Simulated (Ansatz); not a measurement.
## Run report: HfB2, band-structure calculation

HfB2 (P6/mmm, 3 atoms in the cell), computed with DFT PBEsol, scalar-relativistic, plane waves, PAW, no spin polarisation (Ansatz 0.2.0).

The structure derives from an entry of the Crystallography Open Database. Figures and captions count atoms from 1; the log counts them from 0 in places.

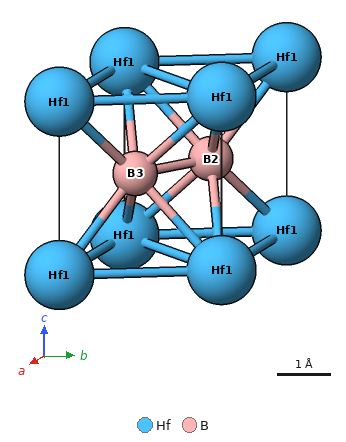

The input geometry (ball-and-stick view of the cell of the calculation, seen slightly off an axis; atoms are numbered from 1 in the order of the input). An atom can appear more than once, as a periodic image. Near neighbours in the periodic cell (some may lie outside the picture): Hf has 12 B at 2.50 Å and 6 Hf at 3.13 Å; B has 3 B at 1.81 Å and 6 Hf at 2.50 Å.

## The input
```yaml
crystal:
  lattice:
    - [3.127723106, 0.0, 0.0]
    - [-1.563861553, 2.7086876658, 0.0]
    - [0.0, 0.0, 3.4463367028]
  atoms:
    - { symbol: Hf, position: [0.0, 0.0, 0.0] }
    - { symbol: B, position: [0.3333333333, 0.6666666667, 0.5] }
    - { symbol: B, position: [0.6666666667, 0.3333333333, 0.5] }
basis:
  ecutwfc: 420
kpoints:
  mp_grid: { grid: [18, 18, 12] }
  band_path:
    path:
      - [[0.0, 0.0, 0.0], [0.5, 0.0, 0.0], [0.33333333, 0.33333333, 0.0], [0.0, 0.0, 0.0], [0.0, 0.0, 0.5], [0.5, 0.0, 0.5], [0.33333333, 0.33333333, 0.5], [0.0, 0.0, 0.5]]
      - [[0.5, 0.0, 0.5], [0.5, 0.0, 0.0]]
      - [[0.33333333, 0.33333333, 0.5], [0.33333333, 0.33333333, 0.0]]
    npoints: 14
hamiltonian:
  xc: pbesol
scf:
  occupations: { method: gaussian, width: 0.1 }
  n_extra_bands: 7
output:
  forces: true
  stress: true
  eigenvalues: true
  populations: true
  dos: { projected: true, de: 0.02, nscf_kmesh: { grid: [27, 27, 18] } }
  bader: true
  write_density: true
  write_potential: true
  elf: true
  volumetric_format: npy
```

Command:
```bash
ansatz run input.yaml --threads 1 --pin off --max-ram 2560MiB --backend cpu --events-out ev --progress --plain --runs-dir out
```

## Output
```
scf.n_extra_bands = 7 over 16 filled bands (N_el = 32.0): the run solves 23 bands
Engine: ansatz 0.2.0, aarch64-unknown-linux-gnu
Pseudopotentials: kind: paw
Pseudopotential: Hf, paw, valence charge 26, recommended cutoff 420 eV (normal), Hf.paw.azcp
Pseudopotential: B, paw, valence charge 3, recommended cutoff 420 eV (normal), B.paw.azcp
Functional definition: PBEsol
  exchange = pbesol_x
  correlation = pbesol_c
Crystal: 3 atoms, lattice volume = 29.197 Å³
Basis set: ecut = 420 eV, 563 PW (Γ), exchange–correlation on 48×48×48 points (8 copies of the dense FFT grid, shifted against one another)
Bands: 23, of which v1, the nominal top of the filled ones, is band 16 counted from 1 (15 counted from 0)
Symmetry: 24 space group operations
Space group: P6/mmm (ITA 191), of the structure as read, at distance tolerance 3.1e-5 Å
k-points: 259 of 3888
Non-local potential: Hf, projectors of the file, l = 0: 3, l = 1: 2, l = 2: 2, l = 3: 3
Non-local potential: B, projectors of the file, l = 0: 2, l = 1: 2, l = 2: 1
PAW form: soft (Blöchl's): semilocal exchange-correlation on the pseudo side does not see the compensation charge
PAW frozen core: Hf, regenerated for the run's functional, and the local potential with it (the file was generated under x = pbe(κ = 0.804, μ = 0.2195149727645171), c = pbe(β = 0.06672455060314922))
PAW frozen core: B, regenerated for the run's functional, and the local potential with it (the file was generated under x = pbe(κ = 0.804, μ = 0.2195149727645171), c = pbe(β = 0.06672455060314922))
PAW one-centre angular grid: Hf, 590 points (default); XC on 64 Gauss nodes
PAW one-centre angular grid: B, 110 points (default); XC on 64 Gauss nodes
Initial density: superposition of atomic densities (neutral atoms: chi_scale 0, normalization atom), corrected by the library's trained network
Initial wavefunctions: pseudopotential atomic-orbital guess
Functional: x = pbesol(κ = 0.804, μ = 0.12345679012345678), c = pbesol(β = 0.046)
SCF iter   1: F=—  HF=-15906.611863 eV  |F-HF|=—  |Δ(HF+E_count)|=         —  Δρ=5.75e-3  dr2=1.65e-2  ethr=1.77e-3  ⟨swp⟩=4.8  Hψ=23707  notcnv=0  defer=44
preconditioner: auto → none  [metal: Δε(μ)=0.090 eV  Ē_g=19.426 eV  σ=0.100 eV  W_gap=0.47  n_scr=8 (ndim 8)  ℏωp=37.6 eV  f_vac=0.000  D(μ)=0.19/eV (n_scr^D=0)  sad-step TF]
SCF iter   2: F=—  HF=-15906.609665 eV  |F-HF|=—  |Δ(HF+E_count)|=   2.20e-3  Δρ=4.33e-3  dr2=1.08e-2  ethr=5.14e-5  ⟨swp⟩=1.2  Hψ=8090  notcnv=0  defer=75
SCF iter   3: F=—  HF=-15906.607053 eV  |F-HF|=—  |Δ(HF+E_count)|=   2.61e-3  Δρ=1.72e-3  dr2=4.70e-4  ethr=3.38e-5  ⟨swp⟩=2.0  Hψ=8564  notcnv=0  defer=75
SCF iter   4: F=—  HF=-15906.606259 eV  |F-HF|=—  |Δ(HF+E_count)|=   7.94e-4  Δρ=3.44e-4  dr2=1.61e-5  ethr=1.47e-6  ⟨swp⟩=2.0  Hψ=9611  notcnv=0  defer=75
SCF iter   5: F=—  HF=-15906.606263 eV  |F-HF|=—  |Δ(HF+E_count)|=   3.32e-6  Δρ=4.53e-5  dr2=5.48e-7  ethr=5.04e-8  ⟨swp⟩=2.7  Hψ=9331  notcnv=0  defer=75
SCF iter   6: F=-15906.606263 eV  HF=-15906.606263 eV  |F-HF|=3.48e-9  |Δ(HF+E_count)|=   1.47e-7  Δρ=8.49e-6  dr2=1.02e-8  ethr=3.13e-10  ⟨swp⟩=11.2  Hψ=41051  notcnv=0
SCF 1 converged in 6 iterations: F = -15906.606263 eV  dr2 = 1.02e-8
  Residual-converged pass: ⟨swp⟩=1.0  Hψ=7002  notcnv=0  max |occ|·‖R‖ = 7.1e-9 eV (tolerance 1.0e-8 eV)  dr2=1.02e-8  dr2_onsite=4.26e-9  max |Δocc| = 2.2e-10
  greatest PAW one-centre occupation: 0.998 electrons in one spin orbital (limit 2), on the Hf atom at site 0 (counted from 0), in its partial waves of l = 3
```

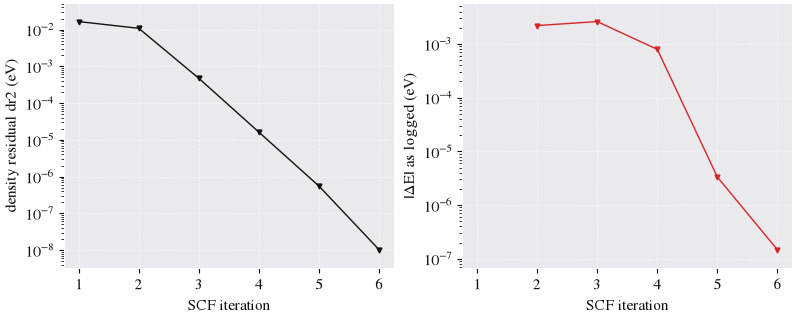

Convergence of the self-consistent field: density residual dr2 and size of the energy change against the SCF iteration. The residual falls at every step.

```
NSCF: frozen V_eff on 129 k-points
NSCF: frozen V_eff on 750 k-points
SCF converged after 6 iterations
Free energy (F): -15906.606263 eV
Harris-Foulkes:  -15906.606263 eV  (|F-HF|=3.48e-9)
Internal energy: -15906.605232 eV  (E = F + TS)
E sigma→0 (E₀):  -15906.605747 eV
Entropy (-TS):   -0.001031 eV (-0.344 meV/atom)
Fermi energy:    20.820538 eV
--- Per-component energies (eV) ---
  E_band       = 138.492512
  E_kinetic    = 527.562588
  E_local      = -5235.063480  (includes V_loc(G=0)·N_el)
  E_nonlocal   = -1215.974269
  E_hartree    = 2498.075551
  E_xc         = -365.020519
  E_vxc        = -346.710690  (∫ρ·V_xc dr)
  E_paw        = -6959.040431  (= ΣΔE_a)
  E_vpaw       = 1412.531211  (= ΣTr[D̂ρ^β])
  E_aug_tail   = -0.000007  (compensation charges beyond the density's cutoff)
  E_ewald      = -5158.425178
  E_core_change = 1.280513  (= ΣΔE_core)
  E_smearing   = -0.001031  (= −TS)
  E_closure    = 0.000000  (closes the sum)
  Σ components = -15906.606263   (vs F -15906.606263, Δ=0.00e0)
--- Forces (eV/Å), atoms counted from 1 ---
  atom   1  Hf     0.00000000    -0.00000000     0.00000000
  atom   2  B      0.00000000     0.00000000    -0.00000000
  atom   3  B     -0.00000000    -0.00000000     0.00000000
  max |Σ_I F_I| component: 1.85e-17 eV/Å
--- Stress (GPa, compression-positive) ---
       -0.036986       0.000000      -0.000000
        0.000000      -0.036986      -0.000000
       -0.000000      -0.000000      -0.033916
  P = ⅓ Tr σ = -0.0360 GPa (-0.360 kbar)
--- Band table (eV; the first three rows and the last of 259) ---
  k-point 0: bands = ["-40.9138", "-9.8040", "-9.3004", "-9.3004", "6.9369", "9.1049", "9.1245", "9.1379", "9.1379", "9.1417", "9.1417", "9.2402", "17.6843", "17.7685", "17.7685", "18.1025", "24.7983", "24.7983", "25.5265", "25.5265", "25.8020", "25.8020", "25.8939"]
  k-point 1: bands = ["-40.9132", "-9.8254", "-9.2989", "-9.2989", "7.0519", "9.1036", "9.1244", "9.1395", "9.1395", "9.1400", "9.1400", "9.2402", "16.8099", "17.8424", "17.8424", "18.9373", "23.9427", "23.9427", "25.2767", "25.2767", "25.8947", "26.8328", "26.8328"]
  k-point 2: bands = ["-40.9117", "-9.8832", "-9.2946", "-9.2946", "7.3848", "9.1006", "9.1244", "9.1356", "9.1356", "9.1438", "9.1438", "9.2402", "15.7212", "18.0610", "18.0610", "19.9338", "22.9177", "22.9177", "24.6222", "24.6222", "25.8970", "28.3737", "28.3737"]
  k-point 258: bands = ["-40.8473", "-9.9012", "-9.8181", "-9.8181", "9.1136", "9.1136", "9.1327", "9.1357", "9.1357", "9.1552", "9.2133", "11.6016", "11.6016", "15.2598", "17.5704", "17.5704", "25.3420", "26.2143", "27.8575", "27.8575", "28.2574", "28.2574", "30.3744"]
--- Löwdin populations: 3 sites ---
  site symbol       q [e]
     0     Hf     25.3391
     1      B      3.3162
     2      B      3.3162
  spilling = 0.000890 (of n_electrons = 32.000000)
--- Bader charges: 3 sites ---
  site symbol  charge [e]  shift [e]
     0     Hf      1.5464     0.0011
     1      B     -0.7732     0.0005
     2      B     -0.7731     0.0005
  estimated error of the sums over rays = 4.8e-4 e
```

## File bader_charges.tsv
```
# site	symbol	x_ang	y_ang	z_ang	partial_charge_e	electrons	volume_ang3	relative_density_drop	shared_charge_e	partial_wave_shift_e
# quadrature_error_electrons = 4.8e-4
0	Hf	0.0000	0.0000	0.0000	1.54638	70.45362	11.71	-	1.54638	0.00107
1	B	0.0000	1.8058	1.7232	-0.77323	5.77323	8.74	-	-0.77323	0.00054
2	B	1.5639	0.9029	1.7232	-0.77315	5.77315	8.74	-	-0.77315	0.00054
```

## File populations.tsv
```
# site	symbol	l	j	q
# orbitals = lowdin
# n_electrons = 32.000000
# spilling = 0.000890
0	Hf	0_5S	-	1.933556
0	Hf	0_6S	-	0.349246
0	Hf	1_5P	-	5.981897
0	Hf	2_5D	-	3.087126
0	Hf	3_4F	-	13.987274
1	B	0_2S	-	0.688905
1	B	1_2P	-	2.627306
2	B	0_2S	-	0.688905
2	B	1_2P	-	2.627306
```

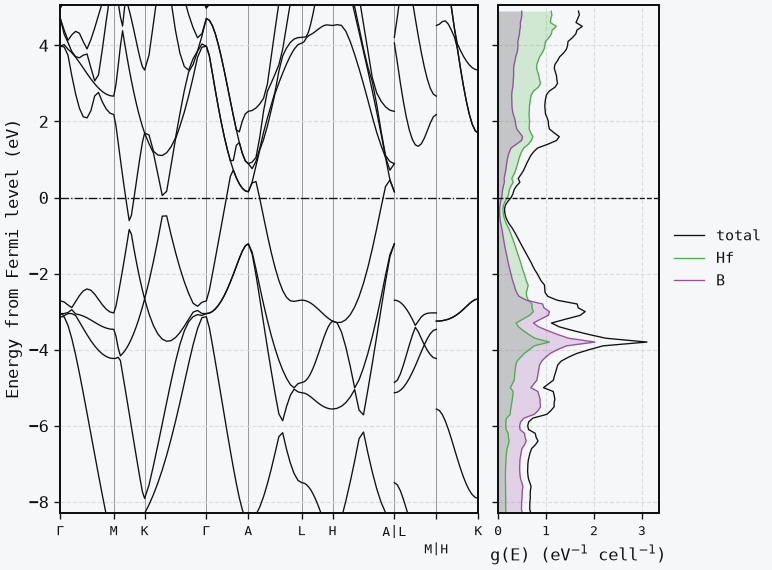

Band structure along Γ–M–K–Γ–A–L–H–A|L–M|H–K and density of states (projected on Löwdin-orthogonalised atomic shells), with energies from the Fermi level. Bands cross the Fermi level: a metal at this level of theory.

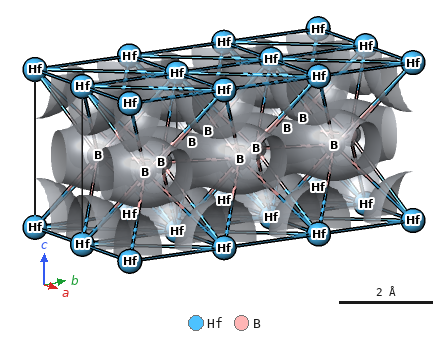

Isosurface of the valence pseudo-density at 0.5 e/Å³ (grey), seen slightly off an axis. Sticks mark near contacts. The outline is the cell set on symmetry axes. At this value the density is joined into sheets; it holds about 80 % of the electrons treated as valence (semicore included). It is pinched off along the Hf–B (2.50 Å) and Hf–Hf (3.13 Å) contacts. On the grid the lowest density along these lines, outside the cores, is 0.75 e/Å³ (B–B, 1.81 Å), 0.34 e/Å³ (Hf–B, 2.50 Å) and 0.21 e/Å³ (Hf–Hf, 3.13 Å). Core electrons are frozen (PAW), so the fields are smoothed inside the atomic spheres.

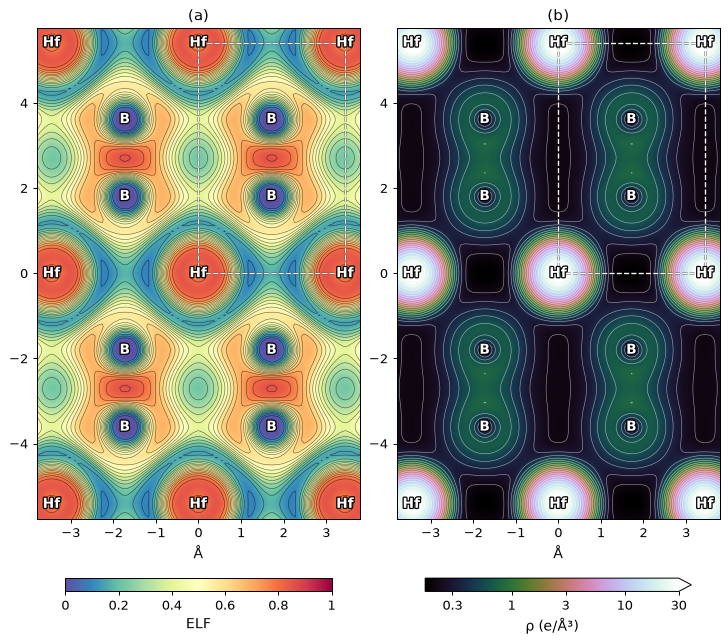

(a) electron localisation function; (b) valence charge density (pseudo) on the (110) plane of the conventional cell. The section cuts through Hf and B sites. B–B (1.81 Å): the density is about 0.75 e/Å³ at the midpoint, a local maximum along the line; the ELF peaks at about 0.85 between the atoms (localised, shared-pair bonding). Hf–B (2.50 Å): ρ at the midpoint is about 0.34 e/Å³; the ELF is about 0.20 at the midpoint (a polar contact without a shared pair, in a metal). Away from the nuclei the density in this plane falls to 0.17 e/Å³ at its lowest. The strong features right at Hf lie inside the PAW spheres (semicore, d or f shells) and say nothing about bonding.

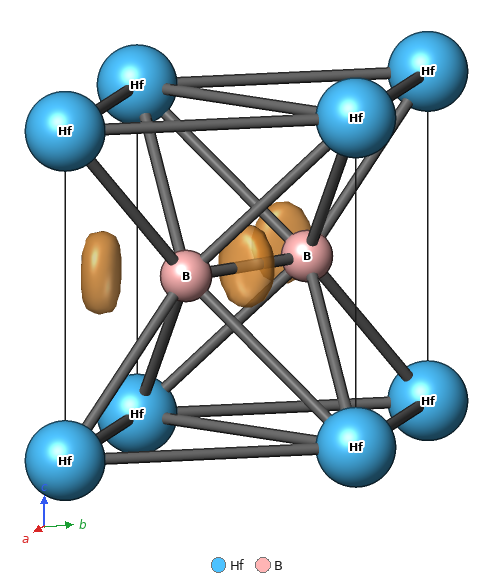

Isosurface of the ELF at 0.8 (orange), seen slightly off an axis. Only the valence region is drawn (cores and ρ < 0.01 e/Å³ removed). Sticks mark near contacts. The outline is the cell set on symmetry axes. Values along the shortest contacts: B–B (1.81 Å): the ELF peaks at about 0.85 between the atoms (a covalent bond). Hf–B (2.50 Å): the ELF is about 0.20 at the midpoint; no shared pair; the contact is polar.

## Key numbers

- outcome: converged
- space group (tolerance 0.01 Å): P6/mmm (191)
- electrons treated: 32
- free energy: −15906.6063 eV
- Fermi energy: 20.821 eV
- gap on the k-point mesh: none (metallic)
- pressure: −0.04 GPa
- largest force (length of the vector): under 0.001 eV/Å
- hardware: 1 thread of Arm Neoverse V1, 24 GiB of memory available, shared host
- wall time: 44 s
- peak memory: 0.53 GiB

## Remarks

Spin–orbit coupling is left out, which matters for Hf.
